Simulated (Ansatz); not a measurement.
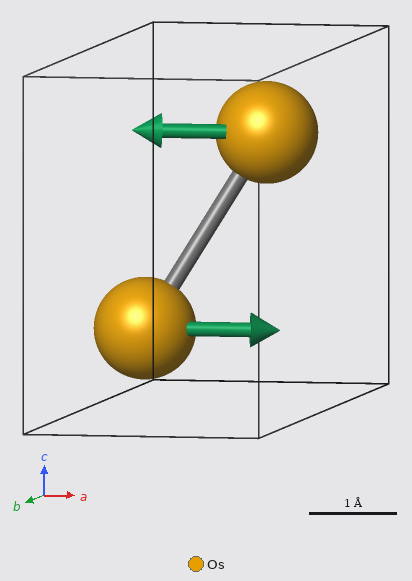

The lowest optical mode of solid Os, space group P6₃/mmc (No. 194), at the zone centre. Displacements are drawn as green arrows; their common scale and sign are arbitrary. Style: ball-and-stick. Shown: the cell of the calculation, from a free direction.

These are results of Ansatz, DFT PBEsol, scalar-relativistic, plane waves, PAW, not measurements. Settings: plane-wave cutoff 420 eV; k-point mesh 18 × 18 × 10; occupations fermi dirac; smearing width 0.15 eV; no spin polarisation.

The frequencies depend somewhat on the k-mesh and the smearing.

**Is this crystal at a minimum with respect to the drawn distortion?**

Yes: this softest mode has a real frequency, and so have all others here. That speaks for this wave vector alone: the rest of the zone wasn't checked in this run. This is the E₂g mode (doubly degenerate; one member of the set is drawn) at 20.8 meV, the lowest optical level, Raman-active by symmetry. All motion is along a; atoms of one kind move against one another, with no net shift of their sublattice.
